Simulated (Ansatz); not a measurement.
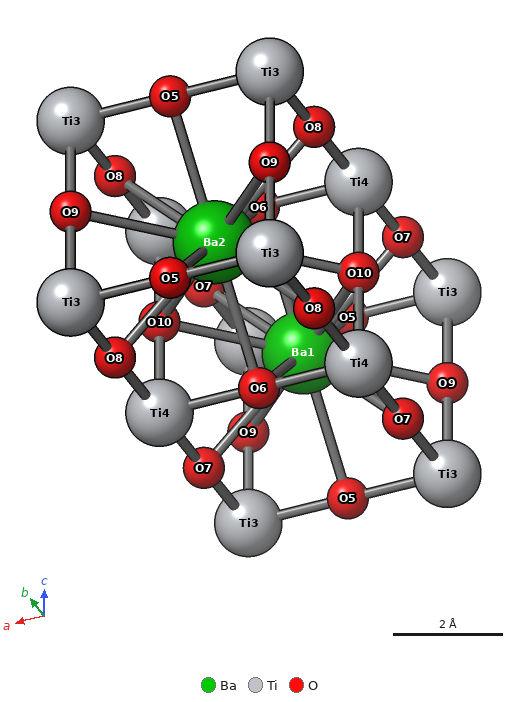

Figure 1. The structure as given in the input (ball-and-stick view of the cell of the calculation, seen at an oblique angle; atoms are numbered from 1 in the order of the input).

## BaTiO$_{3}$: one change and its effect

System: BaTiO$_{3}$ (Pm-3m, 10 atoms in the cell).
Method of the first run: DFT with r2SCAN, PAW plane waves, no spin polarisation (Ansatz 0.2.0).

The structure derives from an entry of the Crystallography Open Database. Text and figures count atoms from 1; the logs count them from 0 in places.

## The input, the first run
```yaml
crystal:
  lattice:
    - [4.03336596, 0.0, 0.0]
    - [0.0, 8.06673191, 0.0]
    - [0.0, 0.0, 4.03336596]
  atoms:
    - { symbol: Ba, position: [0.5, 0.25, 0.5] }
    - { symbol: Ba, position: [0.5, 0.75, 0.5] }
    - { symbol: Ti, position: [0.0, 0.0, 0.0] }
    - { symbol: Ti, position: [0.0, 0.5, 0.0] }
    - { symbol: O, position: [0.5, 0.0, 0.0] }
    - { symbol: O, position: [0.5, 0.5, 0.0] }
    - { symbol: O, position: [0.0, 0.25, 0.0] }
    - { symbol: O, position: [0.0, 0.75, 0.0] }
    - { symbol: O, position: [0.0, 0.0, 0.5] }
    - { symbol: O, position: [0.0, 0.5, 0.5] }
  symmetry: { tolerance: 0.0003 }
kpoints:
  mp_grid: { grid: [5, 3, 5], shift: [0, 0, 0] }
magnetization:
  spin_polarized: false
scf:
  occupations: { method: fermi_dirac }
hamiltonian:
  pseudopotentials: { kind: paw }
  xc: r2scan
basis:
  ecutwfc: 500
output:
  forces: true
  stress: true
  eigenvalues: true
  write_density: true
  write_potential: true
  elf: true
  volumetric_format: npy
```

Launched with:
```bash
ansatz run input.yaml --threads 1 --pin off --max-ram 2560MiB --backend cpu --events-out ev --progress --plain --runs-dir out
```

Hardware: 1 thread of Intel Xeon (Granite Rapids), 64 GiB of memory available, shared host.

## Output, shortened to warnings, some set-up lines, iterations and results (the first run)
```
Basis set: ecut = 500 eV, 3397 PW (Γ), exchange–correlation on 120×240×120 points (64 copies of the dense FFT grid, shifted against one another)
Symmetry: 32 space group operations
k-points: 12 of 75
Initial density: superposition of atomic densities (neutral atoms: chi_scale 0, normalization atom), corrected by the library's trained network
[...]
SCF iter   1: F=—  HF=-20367.356049 eV  |F-HF|=—  |Δ(HF+E_count)|=         —  Δρ=2.21e-2  dr2=8.18e-1  dr2_τ=4.62e-1  ethr=1.77e-3  ⟨swp⟩=6.2  Hψ=2539  notcnv=0
SCF iter   2: F=—  HF=-20367.540747 eV  |F-HF|=—  |Δ(HF+E_count)|=   1.85e-1  Δρ=1.19e-2  dr2=1.18e-1  dr2_τ=4.56e-2  ethr=1.02e-3  ⟨swp⟩=3.3  Hψ=1165  notcnv=0  defer=20
SCF iter   3: F=—  HF=-20367.525064 eV  |F-HF|=—  |Δ(HF+E_count)|=   1.57e-2  Δρ=3.67e-3  dr2=1.22e-2  dr2_τ=8.84e-4  ethr=1.47e-4  ⟨swp⟩=2.0  Hψ=896  notcnv=0  defer=20
SCF iter   4: F=—  HF=-20367.523335 eV  |F-HF|=—  |Δ(HF+E_count)|=   1.73e-3  Δρ=1.54e-3  dr2=2.28e-3  dr2_τ=3.52e-4  ethr=1.53e-5  ⟨swp⟩=2.0  Hψ=925  notcnv=0  defer=20
SCF iter   5: F=—  HF=-20367.523015 eV  |F-HF|=—  |Δ(HF+E_count)|=   3.21e-4  Δρ=3.20e-4  dr2=1.05e-4  dr2_τ=8.53e-6  ethr=2.85e-6  ⟨swp⟩=2.4  Hψ=870  notcnv=0  defer=20
SCF iter   6: F=—  HF=-20367.523021 eV  |F-HF|=—  |Δ(HF+E_count)|=   6.18e-6  Δρ=8.14e-5  dr2=9.85e-6  dr2_τ=7.04e-7  ethr=1.32e-7  ⟨swp⟩=2.3  Hψ=920  notcnv=0  defer=20
SCF iter   7: F=—  HF=-20367.523033 eV  |F-HF|=—  |Δ(HF+E_count)|=   1.18e-5  Δρ=4.24e-5  dr2=2.06e-6  dr2_τ=2.44e-7  ethr=1.23e-8  ⟨swp⟩=2.0  Hψ=825  notcnv=0  defer=20
SCF iter   8: F=—  HF=-20367.523032 eV  |F-HF|=—  |Δ(HF+E_count)|=   3.28e-7  Δρ=9.40e-6  dr2=1.22e-7  dr2_τ=1.17e-8  ethr=2.58e-9  ⟨swp⟩=2.0  Hψ=921  notcnv=0  defer=20
SCF iter   9: F=-20367.523032 eV  HF=-20367.523032 eV  |F-HF|=3.42e-10  |Δ(HF+E_count)|=   1.00e-8  Δρ=9.54e-7  dr2=6.33e-10  dr2_τ=1.42e-10  ethr=1.25e-10  ⟨swp⟩=11.3  …
SCF 1 converged in 9 iterations: F = -20367.523032 eV  dr2 = 6.33e-10
SCF converged after 9 iterations
Free energy (F): -20367.523032 eV
Harris-Foulkes:  -20367.523032 eV  (|F-HF|=3.42e-10)
Internal energy: -20367.523009 eV  (E = F + TS)
E sigma→0 (E₀):  -20367.523021 eV
Entropy (-TS):   -0.000023 eV (-0.002 meV/atom)
Fermi energy:    10.740766 eV
--- Per-component energies (eV) ---
  E_band       = -375.007529
  E_kinetic    = 1941.060066
  E_local      = -4238.193624  (includes V_loc(G=0)·N_el)
  E_nonlocal   = 398.152352
  E_hartree    = 1648.422361
  E_xc         = -949.122732
  E_vxc        = -1206.389340  (∫ρ·V_xc dr)
  E_paw        = -13568.722281  (= ΣΔE_a)
  E_vpaw       = -640.025820  (= ΣTr[D̂ρ^β])
  E_aug_tail   = 0.005813  (compensation charges beyond the density's cutoff)
  E_vtau       = 73.538661  (kinetic-family band-sum trace: ∫τ·v_τ [+ j·A + Jᵃ·Aᵃ] dr)
  E_ewald      = -5598.567235
  E_core_change = -0.557728  (= ΣΔE_core)
  E_smearing   = -0.000023  (= −TS)
  E_closure    = 0.000000  (closes the sum)
  Σ components = -20367.523032   (vs F -20367.523032, Δ=0.00e0)
--- Forces (eV/Å), atoms counted from 1 ---
  atom   1  Ba     0.00000000    -0.00000000     0.00000000
  atom   2  Ba     0.00000000     0.00000000     0.00000000
  atom   3  Ti    -0.00000000     0.00000000    -0.00000000
  atom   4  Ti    -0.00000000     0.00000000     0.00000000
  atom   5  O      0.00000000    -0.00000000     0.00000000
  atom   6  O      0.00000000    -0.00000000    -0.00000000
  atom   7  O      0.00000000     0.00000000     0.00000000
  atom   8  O      0.00000000     0.00000000     0.00000000
  atom   9  O      0.00000000     0.00000000     0.00000000
  atom  10  O      0.00000000     0.00000000    -0.00000000
  max |Σ_I F_I| component: 6.63e-29 eV/Å
--- Stress (GPa, compression-positive) ---
       -4.968825       0.000000       0.000000
        0.000000      -4.983253      -0.000000
        0.000000      -0.000000      -4.968825
  P = ⅓ Tr σ = -4.9736 GPa (-49.736 kbar)
```

The input of the second run differs as follows (lines with − go, lines with + come):
```diff
+accuracy: high
```

Predict how the results change.

The energy doesn't change within 0.01 meV per atom. The SCF takes 10 iterations against 9. On the same kind of shared host the second run took about 1.4 times as long.

## Output, shortened to warnings, some set-up lines, iterations and results (the second run)
```
Basis set: ecut = 500 eV, 3397 PW (Γ), exchange–correlation on 180×360×180 points (125 copies of the dense FFT grid, shifted against one another)
Symmetry: 32 space group operations
k-points: 12 of 75
Initial density: superposition of atomic densities (neutral atoms: chi_scale 0, normalization atom), corrected by the library's trained network
[...]
SCF iter   1: F=—  HF=-20367.356068 eV  |F-HF|=—  |Δ(HF+E_count)|=         —  Δρ=2.21e-2  dr2=8.19e-1  dr2_τ=4.62e-1  ethr=1.77e-3  ⟨swp⟩=6.2  Hψ=2544  notcnv=0
SCF iter   2: F=—  HF=-20367.540780 eV  |F-HF|=—  |Δ(HF+E_count)|=   1.85e-1  Δρ=1.19e-2  dr2=1.18e-1  dr2_τ=4.57e-2  ethr=1.02e-3  ⟨swp⟩=3.3  Hψ=1165  notcnv=0  defer=20
SCF iter   3: F=—  HF=-20367.525074 eV  |F-HF|=—  |Δ(HF+E_count)|=   1.57e-2  Δρ=3.67e-3  dr2=1.22e-2  dr2_τ=8.84e-4  ethr=1.47e-4  ⟨swp⟩=2.0  Hψ=896  notcnv=0  defer=20
SCF iter   4: F=—  HF=-20367.523351 eV  |F-HF|=—  |Δ(HF+E_count)|=   1.72e-3  Δρ=1.53e-3  dr2=2.26e-3  dr2_τ=3.46e-4  ethr=1.53e-5  ⟨swp⟩=2.0  Hψ=925  notcnv=0  defer=20
SCF iter   5: F=—  HF=-20367.523036 eV  |F-HF|=—  |Δ(HF+E_count)|=   3.15e-4  Δρ=3.15e-4  dr2=1.01e-4  dr2_τ=7.93e-6  ethr=2.82e-6  ⟨swp⟩=2.4  Hψ=870  notcnv=0  defer=20
SCF iter   6: F=—  HF=-20367.523043 eV  |F-HF|=—  |Δ(HF+E_count)|=   6.84e-6  Δρ=8.21e-5  dr2=9.91e-6  dr2_τ=7.23e-7  ethr=1.27e-7  ⟨swp⟩=2.2  Hψ=892  notcnv=0  defer=20
SCF iter   7: F=—  HF=-20367.523043 eV  |F-HF|=—  |Δ(HF+E_count)|=   2.44e-7  Δρ=4.27e-5  dr2=2.11e-6  dr2_τ=2.47e-7  ethr=1.24e-8  ⟨swp⟩=2.0  Hψ=835  notcnv=0  defer=20
SCF iter   8: F=—  HF=-20367.523042 eV  |F-HF|=—  |Δ(HF+E_count)|=   3.28e-7  Δρ=9.40e-6  dr2=1.22e-7  dr2_τ=1.13e-8  ethr=2.64e-9  ⟨swp⟩=2.0  Hψ=918  notcnv=0  defer=20
SCF iter   9: F=-20367.523042 eV  HF=-20367.523042 eV  |F-HF|=3.38e-10  |Δ(HF+E_count)|=   9.71e-9  Δρ=9.61e-7  dr2=6.48e-10  dr2_τ=1.34e-10  ethr=1.25e-10  ⟨swp⟩=11.6  …
SCF iter  10: F=-20367.523042 eV  HF=-20367.523042 eV  |F-HF|=1.82e-11  |Δ(HF+E_count)|=  4.40e-10  Δρ=1.70e-7  dr2=3.86e-11  dr2_τ=4.09e-12  ethr=1.00e-12  ⟨swp⟩=6.0  …
SCF 1 converged in 10 iterations: F = -20367.523042 eV  dr2 = 3.86e-11
SCF converged after 10 iterations
Free energy (F): -20367.523042 eV
Harris-Foulkes:  -20367.523042 eV  (|F-HF|=1.82e-11)
Internal energy: -20367.523019 eV  (E = F + TS)
E sigma→0 (E₀):  -20367.523031 eV
Entropy (-TS):   -0.000023 eV (-0.002 meV/atom)
Fermi energy:    10.740766 eV
--- Per-component energies (eV) ---
  E_band       = -375.007293
  E_kinetic    = 1941.059980
  E_local      = -4238.193302  (includes V_loc(G=0)·N_el)
  E_nonlocal   = 398.152257
  E_hartree    = 1648.422154
  E_xc         = -949.122717
  E_vxc        = -1206.389141  (∫ρ·V_xc dr)
  E_paw        = -13568.722241  (= ΣΔE_a)
  E_vpaw       = -640.025855  (= ΣTr[D̂ρ^β])
  E_aug_tail   = 0.005813  (compensation charges beyond the density's cutoff)
  E_vtau       = 73.538568  (kinetic-family band-sum trace: ∫τ·v_τ [+ j·A + Jᵃ·Aᵃ] dr)
  E_ewald      = -5598.567235
  E_core_change = -0.557728  (= ΣΔE_core)
  E_smearing   = -0.000023  (= −TS)
  E_closure    = -0.000000  (closes the sum)
  Σ components = -20367.523042   (vs F -20367.523042, Δ=0.00e0)
--- Forces (eV/Å), atoms counted from 1 ---
  atom   1  Ba     0.00000000    -0.00000000     0.00000000
  atom   2  Ba     0.00000000    -0.00000000     0.00000000
  atom   3  Ti     0.00000000     0.00000000     0.00000000
  atom   4  Ti    -0.00000000     0.00000000     0.00000000
  atom   5  O     -0.00000000    -0.00000000    -0.00000000
  atom   6  O      0.00000000    -0.00000000    -0.00000000
  atom   7  O      0.00000000    -0.00000000    -0.00000000
  atom   8  O      0.00000000     0.00000000    -0.00000000
  atom   9  O      0.00000000    -0.00000000    -0.00000000
  atom  10  O      0.00000000     0.00000000    -0.00000000
  max |Σ_I F_I| component: 1.61e-28 eV/Å
--- Stress (GPa, compression-positive) ---
       -4.968773       0.000000       0.000000
        0.000000      -4.983197      -0.000000
        0.000000      -0.000000      -4.968773
  P = ⅓ Tr σ = -4.9736 GPa (-49.736 kbar)
```

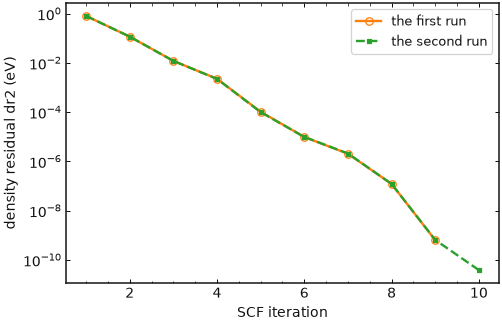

Figure 2. Convergence of the two runs: density residual dr2 against the SCF iteration. The first run takes 9 iterations in all, and the second run takes 10.

## The two runs side by side

```csv
quantity,the first run,the second run
outcome,converged,converged
free energy per atom (eV),−2036.7523,−2036.7523
pressure (GPa),−4.97,−4.97
largest force (eV/Å),0.000,0.000
SCF iterations,9,10
irreducible k-points,12,12
plane waves at Γ,3397,3397
wall time (shared host),8.1 s,11 s
```
